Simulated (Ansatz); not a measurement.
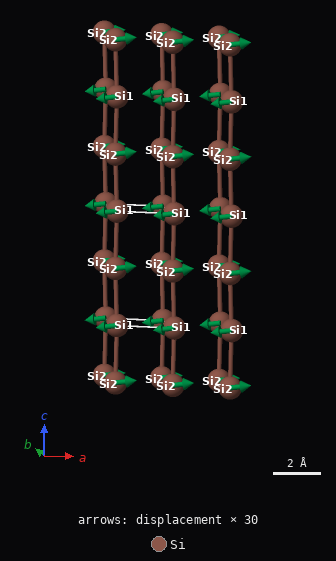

This is a relaxation of crystalline Si (set up in P-1). The starting structure is drawn; green arrows show the displacements (the part carried along by the change of the cell is left out), 30 times their true length.

Style: ball-and-stick. Shown: the cell of the calculation, repeated 2 × 1 × 2 with one cell outlined, slightly off an axis.

Case: all atoms moved at random, sigma 0.05 Å for each component; relaxed back.

The calculation used DFT r2SCAN, scalar-relativistic, plane waves, PAW in Ansatz. Settings: plane-wave cutoff 500 eV; k-point mesh 12 × 12 × 8; occupations gaussian; smearing width 0.15 eV; no spin polarisation; cell and atoms relaxed; force threshold 0.01 eV/Å; at most 80 steps.

Question: What happened in the run?

Answer: The largest moves relative to the cell, 0.032 Å, are those of Si1 and Si2. Si1 goes roughly along −a. The drawn cell changes at constant volume: a = b 2.629 → 2.626 Å (−0.1 %), c 4.988 → 5.000 Å (+0.2 %). Among the contacts that change: Si1–Si2 2.486 → 2.500 Å. Bond angles that change, for instance: Si2–Si1–Si2 177.1° → 180.0°. Within 0.06 Å the space group is Cmcm at the start and P6/mmm at the end; at a tighter tolerance small leftover displacements or strains of the cell lower it. After 3 accepted moves (4 points after the start) the energy has fallen by 2.9 meV per cell of the calculation. The largest force component goes from 0.074 to 0.0003 eV/Å. Pressure: 0.03 GPa at the start and −0.01 GPa at the end. The SCF was repeated once at an unchanged geometry on a basis and grid sized afresh for the cell, which shifted the energy by less than 0.05 meV per cell of the calculation at most.
